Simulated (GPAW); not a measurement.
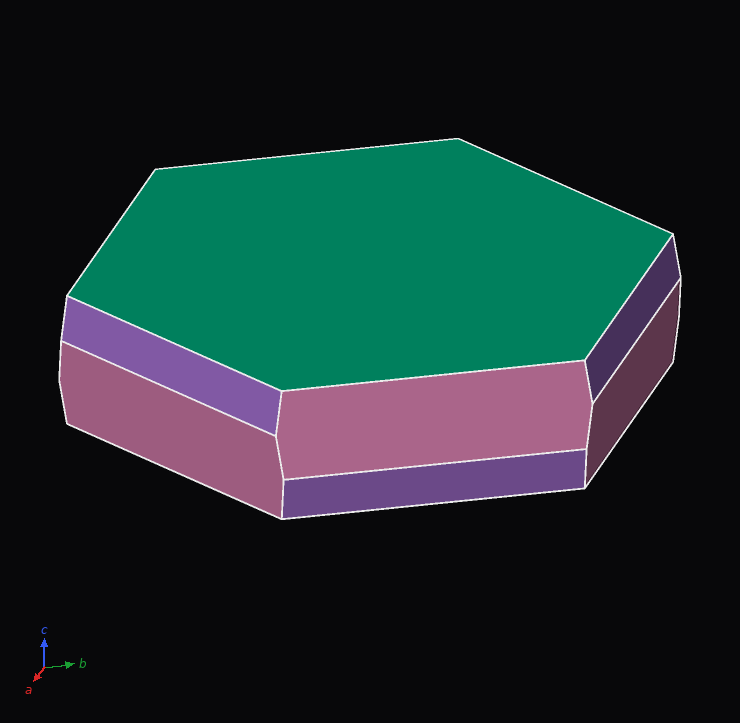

The shape was computed with the Donnay–Harker form of the Bravais–Friedel law: planes with larger spacing d grow more slowly and so show as larger faces; centring, glide planes and screw axes halve or divide d. Faces of one form share a colour. Cell of C: space group R-3m (No. 166), a = 2.466 Å, b = 2.466 Å, c = 24.848 Å, α = 90.00°, β = 90.00°, γ = 120.00°. Origin: a cell listed in the Materials Project, as set up for an electronic-structure calculation. Forms under 0.4 % of the area are left out.

### Which form is which colour?

teal: {003} (d = 8.28 Å, 65 % of the area); pink: {101} (d = 2.13 Å, 23 % of the area); purple: {012} (d = 2.11 Å, 12 % of the area).
